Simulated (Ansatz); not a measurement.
**ZnS: a changed input and its effect**

System: ZnS (I-4m2, 2 atoms in the cell).
Method of run 1: DFT r2SCAN, scalar-relativistic, plane waves, PAW, no spin polarisation (Ansatz 0.2.0).

The structure derives from an entry of the Crystallography Open Database. Text and figures count atoms from 1; the logs count them from 0 in places.

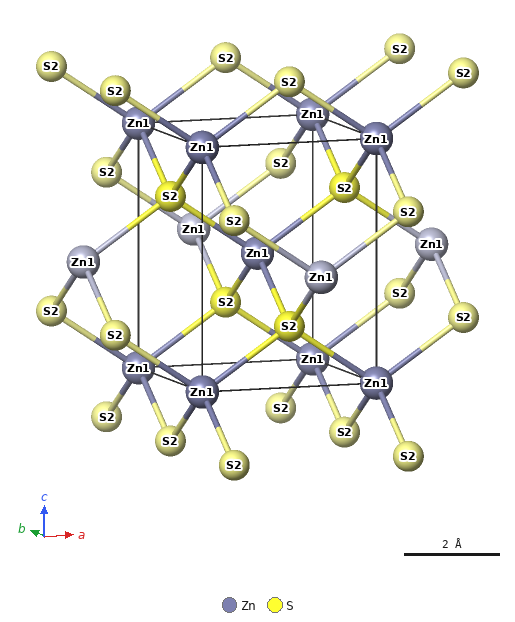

Fig. 1: The structure (ball-and-stick view of the cell 2 times as large as that of the calculation, set on its symmetry axes, seen slightly off an axis; neighbours outside the cell are drawn fainter; atoms are numbered from 1 in the order of the input). An atom can appear more than once, as a periodic image.

### Input, run 1
```yaml
crystal:
  lattice:
    - [0.0, 2.7857895, 2.6235105]
    - [2.7857895, 0.0, 2.6235105]
    - [2.7857895, 2.7857895, 0.0]
  atoms:
    - { symbol: Zn, position: [0.0, 0.0, 0.0] }
    - { symbol: S, position: [0.75, 0.75, 0.75] }
basis:
  ecutwfc: 500
kpoints:
  mp_grid: { grid: [8, 8, 8] }
hamiltonian:
  xc: r2scan
scf:
  occupations: { method: gaussian, width: 0.05 }
output:
  forces: true
  stress: true
  eigenvalues: true
```

Command:
```bash
ansatz run input.yaml --threads 1 --pin off --max-ram 2560MiB --backend cpu --events-out ev --progress --plain --runs-dir out
```

Hardware: 1 thread of Intel Xeon @ 2.50GHz (Skylake/Cascade Lake), 189 GiB of memory available, shared host.

### Output, shortened to warnings, some set-up lines, iterations and results (run 1)
```
Basis set: ecut = 500 eV, 1009 PW (Γ), exchange–correlation on 120×120×120 points (64 copies of the dense FFT grid, shifted against one another)
Symmetry: 8 space group operations
k-points: 59 of 512 (time reversal used)
Initial density: superposition of atomic densities (neutral atoms: chi_scale 0, normalization atom), corrected by the library's trained network
[...]
SCF iter   1: F=—  HF=-4233.426650 eV  |F-HF|=—  |Δ(HF+E_count)|=         —  Δρ=1.52e-2  dr2=4.63e-2  dr2_τ=5.72e-3  ethr=1.77e-3  ⟨swp⟩=5.3  Hψ=4578  notcnv=0
SCF iter   2: F=—  HF=-4233.427502 eV  |F-HF|=—  |Δ(HF+E_count)|=   8.52e-4  Δρ=4.32e-3  dr2=7.96e-3  dr2_τ=3.38e-4  ethr=2.57e-4  ⟨swp⟩=2.4  Hψ=1991  notcnv=0
SCF iter   3: F=—  HF=-4233.422600 eV  |F-HF|=—  |Δ(HF+E_count)|=   4.90e-3  Δρ=2.90e-3  dr2=1.42e-3  dr2_τ=8.58e-6  ethr=4.42e-5  ⟨swp⟩=2.0  Hψ=1475  notcnv=0
SCF iter   4: F=—  HF=-4233.422883 eV  |F-HF|=—  |Δ(HF+E_count)|=   2.83e-4  Δρ=1.93e-4  dr2=2.38e-5  dr2_τ=1.17e-6  ethr=7.87e-6  ⟨swp⟩=2.0  Hψ=1716  notcnv=0
SCF iter   5: F=—  HF=-4233.422877 eV  |F-HF|=—  |Δ(HF+E_count)|=   6.63e-6  Δρ=9.06e-5  dr2=2.96e-6  dr2_τ=3.50e-8  ethr=1.32e-7  ⟨swp⟩=2.0  Hψ=923  notcnv=0
SCF iter   6: F=-4233.422876 eV  HF=-4233.422876 eV  |F-HF|=1.08e-8  |Δ(HF+E_count)|=   2.66e-7  Δρ=7.19e-6  dr2=8.92e-9  dr2_τ=1.50e-9  ethr=5.56e-10  ⟨swp⟩=3.2  Hψ=3392  …
SCF 1 converged in 6 iterations: F = -4233.422876 eV  dr2 = 8.92e-9
SCF converged after 6 iterations
Free energy (F): -4233.422876 eV
Harris-Foulkes:  -4233.422876 eV  (|F-HF|=1.08e-8)
Internal energy: -4233.422876 eV  (E = F + TS)
E sigma→0 (E₀):  -4233.422876 eV
Fermi energy:    6.417683 eV
--- Per-component energies (eV) ---
  E_band       = -7.924760
  E_kinetic    = 236.473102
  E_local      = -2066.011881  (includes V_loc(G=0)·N_el)
  E_nonlocal   = 646.970582
  E_hartree    = 865.810120
  E_xc         = -215.149973
  E_vxc        = -147.337559  (∫ρ·V_xc dr)
  E_paw        = -2460.421816  (= ΣΔE_a)
  E_vpaw       = -416.934547  (= ΣTr[D̂ρ^β])
  E_aug_tail   = -0.000051  (compensation charges beyond the density's cutoff)
  E_vtau       = 7.296987  (kinetic-family band-sum trace: ∫τ·v_τ [+ j·A + Jᵃ·Aᵃ] dr)
  E_ewald      = -1240.800574
  E_core_change = -0.292385  (= ΣΔE_core)
  E_smearing   = -0.000000  (= −TS)
  E_closure    = 0.000000  (closes the sum)
  Σ components = -4233.422876   (vs F -4233.422876, Δ=0.00e0)
--- Forces (eV/Å), atoms counted from 1 ---
  atom   1  Zn     0.00000000    -0.00000000    -0.00000000
  atom   2  S     -0.00000000     0.00000000    -0.00000000
  max |Σ_I F_I| component: 5.55e-17 eV/Å
--- Stress (GPa, compression-positive) ---
       -3.752008      -0.000000       0.000000
       -0.000000      -3.752008      -0.000000
        0.000000      -0.000000      -1.365284
  P = ⅓ Tr σ = -2.9564 GPa (-29.564 kbar)
```

For run 2 the input was changed thus:
```diff
-    - [0.0, 2.7857895, 2.6235105]
-    - [2.7857895, 0.0, 2.6235105]
+    - [0.0, 2.7857895, 2.7857895]
+    - [2.7857895, 0.0, 2.7857895]
```

How does run 2 compare with run 1?

With the same functional and potentials, run 2 lies 30.6 meV per atom higher. The gap on the mesh goes from 2.39 to 2.25 eV. The pressure goes from −2.96 to −6.32 GPa. The volume per atom goes from 20.36 to 21.62 Å³. The number of SCF iterations is the same. The irreducible k-points go from 59 to 29. The plane waves at Γ go from 1009 to 1067. On the same kind of shared host run 2 took about 0.61 times as long.

### Output, shortened to warnings, some set-up lines, iterations and results (run 2)
```
Basis set: ecut = 500 eV, 1067 PW (Γ), exchange–correlation on 120×120×120 points (64 copies of the dense FFT grid, shifted against one another)
Symmetry: 24 space group operations
k-points: 29 of 512 (time reversal used)
Initial density: superposition of atomic densities (neutral atoms: chi_scale 0, normalization atom), corrected by the library's trained network
[...]
SCF iter   1: F=—  HF=-4233.367384 eV  |F-HF|=—  |Δ(HF+E_count)|=         —  Δρ=1.48e-2  dr2=4.59e-2  dr2_τ=4.72e-3  ethr=1.77e-3  ⟨swp⟩=5.4  Hψ=2214  notcnv=0
SCF iter   2: F=—  HF=-4233.365929 eV  |F-HF|=—  |Δ(HF+E_count)|=   1.45e-3  Δρ=3.93e-3  dr2=7.44e-3  dr2_τ=3.22e-4  ethr=2.55e-4  ⟨swp⟩=2.3  Hψ=972  notcnv=0
SCF iter   3: F=—  HF=-4233.361381 eV  |F-HF|=—  |Δ(HF+E_count)|=   4.55e-3  Δρ=2.84e-3  dr2=1.47e-3  dr2_τ=8.84e-6  ethr=4.13e-5  ⟨swp⟩=2.0  Hψ=725  notcnv=0
SCF iter   4: F=—  HF=-4233.361618 eV  |F-HF|=—  |Δ(HF+E_count)|=   2.37e-4  Δρ=1.82e-4  dr2=1.10e-5  dr2_τ=3.34e-7  ethr=8.16e-6  ⟨swp⟩=1.6  Hψ=698  notcnv=0
SCF iter   5: F=—  HF=-4233.361620 eV  |F-HF|=—  |Δ(HF+E_count)|=   2.44e-6  Δρ=2.47e-5  dr2=1.24e-7  dr2_τ=4.41e-8  ethr=6.14e-8  ⟨swp⟩=2.0  Hψ=638  notcnv=0
SCF iter   6: F=-4233.361621 eV  HF=-4233.361621 eV  |F-HF|=1.71e-8  |Δ(HF+E_count)|=   2.28e-7  Δρ=8.64e-6  dr2=1.55e-8  dr2_τ=1.76e-9  ethr=5.56e-10  ⟨swp⟩=5.3  Hψ=1834  …
SCF 1 converged in 6 iterations: F = -4233.361621 eV  dr2 = 1.55e-8
SCF converged after 6 iterations
Free energy (F): -4233.361621 eV
Harris-Foulkes:  -4233.361621 eV  (|F-HF|=1.71e-8)
Internal energy: -4233.361621 eV  (E = F + TS)
E sigma→0 (E₀):  -4233.361621 eV
Fermi energy:    5.501526 eV
--- Per-component energies (eV) ---
  E_band       = -17.943035
  E_kinetic    = 235.041083
  E_local      = -2105.600287  (includes V_loc(G=0)·N_el)
  E_nonlocal   = 647.437318
  E_hartree    = 881.094861
  E_xc         = -214.289767
  E_vxc        = -146.148320  (∫ρ·V_xc dr)
  E_paw        = -2461.071580  (= ΣΔE_a)
  E_vpaw       = -418.116473  (= ΣTr[D̂ρ^β])
  E_aug_tail   = -0.000049  (compensation charges beyond the density's cutoff)
  E_vtau       = 7.255710  (kinetic-family band-sum trace: ∫τ·v_τ [+ j·A + Jᵃ·Aᵃ] dr)
  E_ewald      = -1215.680816
  E_core_change = -0.292385  (= ΣΔE_core)
  E_smearing   = -0.000000  (= −TS)
  E_closure    = 0.000000  (closes the sum)
  Σ components = -4233.361621   (vs F -4233.361621, Δ=0.00e0)
--- Forces (eV/Å), atoms counted from 1 ---
  atom   1  Zn    -0.00000000     0.00000000     0.00000000
  atom   2  S      0.00000000    -0.00000000     0.00000000
  max |Σ_I F_I| component: 2.78e-17 eV/Å
--- Stress (GPa, compression-positive) ---
       -6.322858       0.000000      -0.000000
        0.000000      -6.322858       0.000000
       -0.000000       0.000000      -6.322858
  P = ⅓ Tr σ = -6.3229 GPa (-63.229 kbar)
```

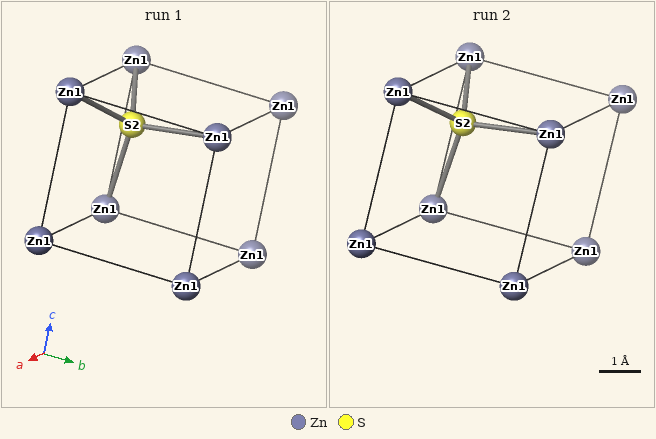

Fig. 2: The two input geometries at one scale (ball-and-stick view of the reduced cell, seen slightly off an axis). No atom moves by more than 0.005 Å relative to the cell. The volume changes by +6.2 %, with a = b = c 3.827 → 3.940 Å (+3.0 %), α 93.4° → 90.0°, β 118.0° → 120.0°, γ 118.0° → 120.0°. Among the contacts that change: Zn1–S2 2.367 → 2.413 Å.

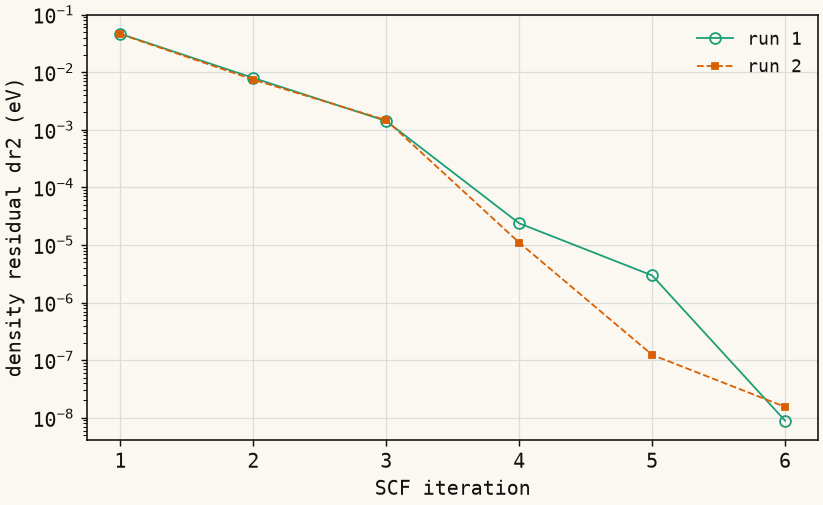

Fig. 3: Convergence of the two runs: density residual dr2 against the SCF iteration. Run 1 takes 6 iterations in all, and run 2 takes 6.

### The two runs side by side

| quantity | run 1 | run 2 |
| --- | --- | --- |
| outcome | converged | converged |
| free energy per atom (eV) | −2116.7114 | −2116.6808 |
| gap on the mesh (eV) | 2.39 | 2.25 |
| pressure (GPa) | −2.96 | −6.32 |
| volume per atom (Å³) | 20.36 | 21.62 |
| largest force (eV/Å) | 0.000 | 0.000 |
| SCF iterations | 6 | 6 |
| irreducible k-points | 59 | 29 |
| plane waves at Γ | 1009 | 1067 |
| wall time (shared host) | 12 s | 7.1 s |

For run 2: The cell is under a tension of 6.3 GPa at this level, so it is not at its equilibrium volume.
